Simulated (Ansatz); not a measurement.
# C: geometry relaxation

The run: geometry relaxation of C (4 atoms in the cell). Method and program: DFT PBE+D3(BJ), scalar-relativistic, plane waves, PAW (Ansatz 0.2.0).

The structure derives from a Materials Project entry. The run did not end well. It belongs to a series of runs on one base structure; here: uniaxial strain along c, a, b and atoms relaxed: +6.0 %. Figures and captions count atoms from 1; the log counts them from 0 in places.

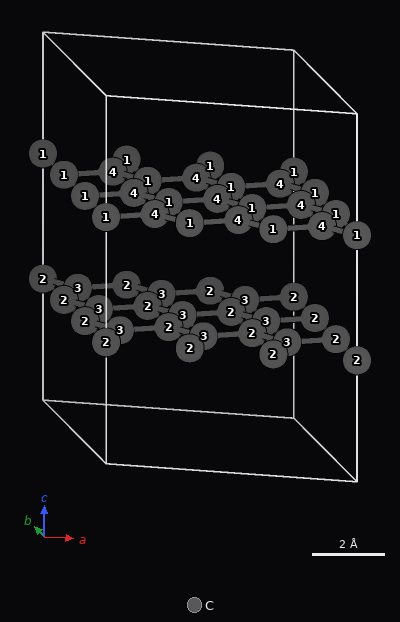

Fig. 1: The starting structure (ball-and-stick view of the 3 × 3 repeat of the cell, with the vacuum cut short, seen slightly off an axis; atoms are numbered from 1 in the order of the input). Near neighbours in the crystal (not all of them lie inside the picture): C has 3 C at 1.40 Å.

### Outcome

| quantity | value |
| --- | --- |
| outcome | stopped at the time limit |
| space group (tolerance 0.01 Å) | P-3m1 (164) |
| hardware | 1 thread of Arm Neoverse V2, 240 GiB of memory available, shared host |
| wall time | 2.4 min |
| peak memory | 1.2 GiB |

### Diagnosis

The run was cut off by its time limit, so the output is incomplete.

### Input
```yaml
crystal:
  lattice:
    - [2.4282888495, 0.0, 0.0]
    - [-1.2141444248, 2.1029598314, 0.0]
    - [0.0, 0.0, 25.3576290499]
  atoms:
    - { symbol: C, position: [0.0, 0.0, 0.5711557793] }
    - { symbol: C, position: [0.0, 0.0, 0.4288442207] }
    - { symbol: C, position: [0.3333333333, 0.6666666667, 0.4288237717] }
    - { symbol: C, position: [0.6666666667, 0.3333333333, 0.5711762283] }
basis:
  ecutwfc: 420
kpoints:
  mp_grid: { grid: [24, 24, 4] }
hamiltonian:
  xc: pbe
  dispersion: d3bj
scf:
  occupations: { method: gaussian, width: 0.1 }
output:
  forces: true
  stress: true
  eigenvalues: true
relax:
  adjacent_minimum: "off"
  f_tol: 0.008
  max_steps: 40
  cell: { stress_tol: 0.015, fix: [c, angles] }
```

Launch command:
```bash
ansatz run input.yaml --threads 1 --pin off --max-ram 2560MiB --backend cpu --events-out ev --progress --plain --runs-dir out
```

### What the program printed
```
Warning: crystal.symmetry: narrowed to the stabiliser of the fixed cell quantities (relax.cell.fix) — unitary ops 12 → 4. The narrowing is safe, since a smaller group never makes results wrong: the run goes on under it, on as many k-points as the starting group would need, or more. Excluded: 8 operations that would move a fixed cell quantity at a test strain (relax.cell.fix fixes c, alpha, beta, gamma). The cell can leave their symmetry as it relaxes.
Engine: ansatz 0.2.0, aarch64-unknown-linux-gnu
Pseudopotentials: kind: paw
Pseudopotential: C, paw, valence charge 4, recommended cutoff 420 eV (normal), C.paw.azcp
Functional definition: PBE
  parameter kappa = 0.804
  parameter beta = 0.06672455060314922
  exchange = pbe_x(kappa = kappa, mu = beta*pi^2/3)
  correlation = pbe_c(beta = beta)
Crystal: 4 atoms, lattice volume = 129.491 Å³
Basis set: ecut = 420 eV, 2443 PW (Γ), exchange–correlation on 36×36×360 points (8 copies of the dense FFT grid, shifted against one another)
Bands: 12, of which v1, the nominal top of the filled ones, is band 8 counted from 1 (7 counted from 0)
Symmetry: 4 space group operations
k-points: 614 of 2304
Non-local potential: C, projectors of the file, l = 0: 2, l = 1: 2, l = 2: 1
PAW form: soft (Blöchl's): semilocal exchange-correlation on the pseudo side does not see the compensation charge
PAW one-centre angular grid: C, 110 points (default); XC on 64 Gauss nodes
Initial density: superposition of atomic densities (neutral atoms: chi_scale 0, normalization atom), corrected by the library's trained network
Initial wavefunctions: pseudopotential atomic-orbital guess
Functional: x = pbe(κ = 0.804, μ = 0.2195149727645171), c = pbe(β = 0.06672455060314922)
SCF iter   1: F=—  HF=-1004.148779 eV  |F-HF|=—  |Δ(HF+E_count)|=         —  Δρ=1.62e-3  dr2=4.00e-3  ethr=1.77e-3  ⟨swp⟩=6.2  Hψ=48833  notcnv=0  defer=2
preconditioner: auto → LDOS  [metal: Δε(μ)=0.215 eV  Ē_g=15.092 eV  σ=0.100 eV  W_gap=0.50  n_scr=14 (ndim 8)  ℏωp=13.1 eV  f_vac=0.704  D(μ)=0.08/eV (n_scr^D=2)  β→1.0]
SCF iter   2: F=—  HF=-1004.150565 eV  |F-HF|=—  |Δ(HF+E_count)|=   1.79e-3  Δρ=6.34e-4  dr2=1.41e-3  ethr=2.50e-5  ⟨swp⟩=2.6  Hψ=19758  notcnv=0
SCF iter   3: F=—  HF=-1004.150241 eV  |F-HF|=—  |Δ(HF+E_count)|=   3.24e-4  Δρ=3.09e-4  dr2=6.04e-4  ethr=8.80e-6  ⟨swp⟩=2.2  Hψ=13397  notcnv=0
SCF iter   4: F=—  HF=-1004.150107 eV  |F-HF|=—  |Δ(HF+E_count)|=   1.34e-4  Δρ=8.76e-5  dr2=3.04e-5  ethr=3.78e-6  ⟨swp⟩=2.4  Hψ=9697  notcnv=0
SCF iter   5: F=—  HF=-1004.150131 eV  |F-HF|=—  |Δ(HF+E_count)|=   2.44e-5  Δρ=1.01e-5  dr2=3.57e-7  ethr=1.90e-7  ⟨swp⟩=2.3  Hψ=12175  notcnv=0
iter 6 did not close the SCF: its close was put off until two iterations running show no level that it waits for move by more than its bar (scf_convergence_deferred on its scf_iter line)
SCF iter   6: F=-1004.150132 eV  HF=-1004.150132 eV  |F-HF|=6.48e-9  |Δ(HF+E_count)|=   4.15e-7  Δρ=3.68e-6  dr2=1.82e-8  ethr=6.25e-10  ⟨swp⟩=11.8  Hψ=49340  notcnv=0
iter 7 did not close the SCF: its close was put off until two iterations running show no level that it waits for move by more than its bar (scf_convergence_deferred on its scf_iter line)
SCF iter   7: F=-1004.150132 eV  HF=-1004.150132 eV  |F-HF|=9.84e-10  |Δ(HF+E_count)|=   1.22e-9  Δρ=1.13e-6  dr2=8.98e-10  ethr=1.14e-10  ⟨swp⟩=3.3  Hψ=33103  notcnv=0
SCF iter   8: F=-1004.150132 eV  HF=-1004.150132 eV  |F-HF|=7.16e-12  |Δ(HF+E_count)|=   1.19e-9  Δρ=1.97e-7  dr2=8.76e-11  ethr=5.61e-12  ⟨swp⟩=1.7  Hψ=24276  notcnv=0
SCF 1 converged in 8 iterations: F = -1004.150132 eV  dr2 = 8.76e-11
  greatest PAW one-centre occupation: 0.683 electrons in one spin orbital (limit 2), on the C atom at site 1 (counted from 0), in its partial waves of l = 0
relax step   1: F+E_penalty+E_count = -1004.15013155 eV  Δ(F+E_penalty+E_count) = +0.000e0 eV  max|allowed force component| = 2.555e-2 eV/Å  Δτ_max = 0.0000 Å  P = +3.666 GPa  Ω = 129.491 Å³  fix = [c, alpha, beta, gamma]  reactions: c -0.207 GPa; alpha +0.000, beta -0.000, gamma -0.000 GPa/rad  (8 SCF iters, dr2 threshold 1.00e-7 eV, accepted)
Crystal: 4 atoms, lattice volume = 132.205 Å³
Basis set: ecut = 420 eV, 2503 PW (Γ), exchange–correlation on 36×36×360 points (8 copies of the dense FFT grid, shifted against one another)
Initial density: handed on by an earlier stage of this run
Initial wavefunctions: those handed on with the density
SCF iter   1: F=—  HF=-1004.706286 eV  |F-HF|=—  |Δ(HF+E_count)|=         —  Δρ=3.84e-2  dr2=1.72e0  ethr=3.10e-3  ⟨swp⟩=8.7  Hψ=54068  notcnv=0
preconditioner: auto → LDOS  [metal: Δε(μ)=0.000 eV  Ē_g=15.081 eV  σ=0.100 eV  W_gap=0.00  n_scr=14 (ndim 8)  ℏωp=12.9 eV  f_vac=0.733  D(μ)=0.08/eV (n_scr^D=2)  β→1.0]
SCF iter   2: F=—  HF=-1005.333322 eV  |F-HF|=—  |Δ(HF+E_count)|=   6.27e-1  Δρ=2.66e-2  dr2=3.96e0  ethr=3.10e-3  ⟨swp⟩=4.1  Hψ=26274  notcnv=0  defer=3  recentre
SCF iter   3: F=—  HF=-1004.245577 eV  |F-HF|=—  |Δ(HF+E_count)|=    1.09e0  Δρ=1.03e-2  dr2=1.44e-1  ethr=3.10e-3  ⟨swp⟩=4.9  Hψ=27573  notcnv=0  defer=15
SCF iter   4: F=—  HF=-1004.206771 eV  |F-HF|=—  |Δ(HF+E_count)|=   3.88e-2  Δρ=6.37e-4  dr2=2.23e-4  ethr=9.01e-4  ⟨swp⟩=2.8  Hψ=14784  notcnv=0
SCF iter   5: F=—  HF=-1004.207022 eV  |F-HF|=—  |Δ(HF+E_count)|=   2.51e-4  Δρ=2.78e-4  dr2=9.22e-5  ethr=1.39e-6  ⟨swp⟩=2.6  Hψ=13877  notcnv=0
SCF iter   6: F=—  HF=-1004.207003 eV  |F-HF|=—  |Δ(HF+E_count)|=   1.91e-5  Δρ=7.93e-5  dr2=8.70e-6  ethr=5.77e-7  ⟨swp⟩=2.2  Hψ=12089  notcnv=0
iter 7 did not close the SCF: its close was put off until two iterations running show no level that it waits for move by more than its bar (scf_convergence_deferred on its scf_iter line)
SCF iter   7: F=-1004.207002 eV  HF=-1004.207002 eV  |F-HF|=6.01e-8  |Δ(HF+E_count)|=   1.28e-6  Δρ=1.11e-5  dr2=8.80e-8  ethr=2.50e-9  ⟨swp⟩=10.4  Hψ=54446  notcnv=0
iter 8 did not close the SCF: its close was put off until two iterations running show no level that it waits for move by more than its bar (scf_convergence_deferred on its scf_iter line)
SCF iter   8: F=-1004.207002 eV  HF=-1004.207002 eV  |F-HF|=1.56e-9  |Δ(HF+E_count)|=   8.60e-8  Δρ=2.12e-6  dr2=4.92e-9  ethr=5.50e-10  ⟨swp⟩=3.9  Hψ=33754  notcnv=0
```

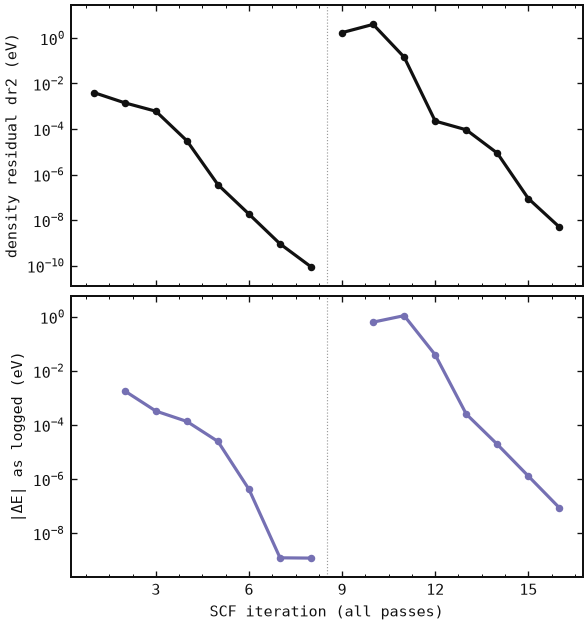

Fig. 2: Convergence of the self-consistent field: density residual dr2 and size of the energy change against the SCF iteration. Dotted lines part the SCF passes that the log prints in full.

```
Step cancelled. What follows is not a result of the run: it is the report of the last solve that finished, which converged after 8 SCF iterations.
Free energy (F): -1004.150132 eV
Harris-Foulkes:  -1004.150132 eV  (|F-HF|=7.16e-12)
Internal energy: -1004.149735 eV  (E = F + TS)
E sigma→0 (E₀):  -1004.149933 eV
Entropy (-TS):   -0.000397 eV (-0.099 meV/atom)
Fermi energy:    -1.088701 eV
--- Per-component energies (eV) ---
  E_band       = -166.520566
  E_kinetic    = 368.911266
  E_local      = -11369.618564  (includes V_loc(G=0)·N_el)
  E_nonlocal   = 110.571794
  E_hartree    = 5495.481504
  E_xc         = -193.371249
  E_vxc        = -239.479018  (∫ρ·V_xc dr)
  E_paw        = -397.912700  (= ΣΔE_a)
  E_vpaw       = -27.869293  (= ΣTr[D̂ρ^β])
  E_aug_tail   = 0.000034  (compensation charges beyond the density's cutoff)
  E_ewald      = 4982.243517
  E_disp       = -0.455336  (pairwise vdW)
  E_smearing   = -0.000397  (= −TS)
  E_closure    = 0.000000  (closes the sum)
  Σ components = -1004.150132   (vs F -1004.150132, Δ=0.00e0)
--- Forces (eV/Å), atoms counted from 1 ---
  atom   1  C     -0.00000121     0.00000070    -0.01505838
  atom   2  C      0.00000121    -0.00000070     0.01505838
  atom   3  C     -0.00000121     0.00000070     0.02555214
  atom   4  C      0.00000121    -0.00000070    -0.02555214
  max |Σ_I F_I| component: 0.00e0 eV/Å
--- Stress (GPa, compression-positive) ---
        5.590800       0.000001       0.000000
        0.000001       5.590802      -0.000000
        0.000000      -0.000000      -0.182724
  P = ⅓ Tr σ = 3.6663 GPa (36.663 kbar)
--- Band table (eV; the first three rows and the last of 614) ---
  k-point 0: bands = ["-21.0181", "-20.9368", "-9.3408", "-8.6910", "-4.1084", "-4.1084", "-4.1051", "-4.1051", "2.1304", "2.5271", "3.1198", "3.7166"]
  k-point 1: bands = ["-21.0181", "-20.9368", "-9.3409", "-8.6910", "-4.1087", "-4.1087", "-4.1051", "-4.1051", "2.1310", "2.5228", "3.1504", "3.6000"]
  k-point 2: bands = ["-21.0181", "-20.9368", "-9.3409", "-8.6910", "-4.1087", "-4.1087", "-4.1052", "-4.1052", "2.1316", "2.5185", "3.1895", "3.5101"]
  k-point 613: bands = ["-15.5377", "-15.5086", "-14.6372", "-14.6151", "-7.6483", "-7.6361", "-3.6596", "-3.4342", "0.4995", "0.7572", "6.6938", "6.8058"]
End of that report.
Error: SIGTERM received: cancelled by the caller after 8 completed SCF iterations
```
